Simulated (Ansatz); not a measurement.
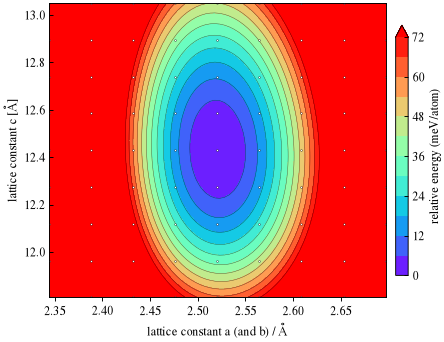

C (P6_3/mmc, No. 194; 12 atoms in the cell). 
- The energy is mapped over the lattice constants a and c of the conventional cell.
- Coordinates scanned: (1) lattice constant a (and b); (2) lattice constant c.
- Nothing is relaxed (fractional coordinates fixed).
- The grid has 9 × 9 points.
- Points are written as (first, second).
- All energies are given in meV/atom relative to the lowest grid point.
- Computed with DFT PBE, scalar-relativistic, plane waves, PAW (Ansatz 0.2.0). Settings: cutoff 520 eV, k-mesh 12×12×2 in the order of the run's cell vectors, gaussian smearing 0.05 eV, no spin polarisation.

The picture shows filled contours, dots at the grid points, one colour for all values above the top of the scale. Between grid points the surface is interpolated.

> Estimate the position of the minimum and the force constants in these coordinates.

The interpolated minimum is at lattice constant a (and b) ≈ 2.521 Å, lattice constant c ≈ 12.429 Å. The curvatures there are about 169 eV/Å² and 3.4 eV/Å², with a cross term of about 1 eV/Å² (per cell of 12 atoms). Round the minimum the two coordinates are nearly uncoupled.

PAW datasets: the set soft_1.
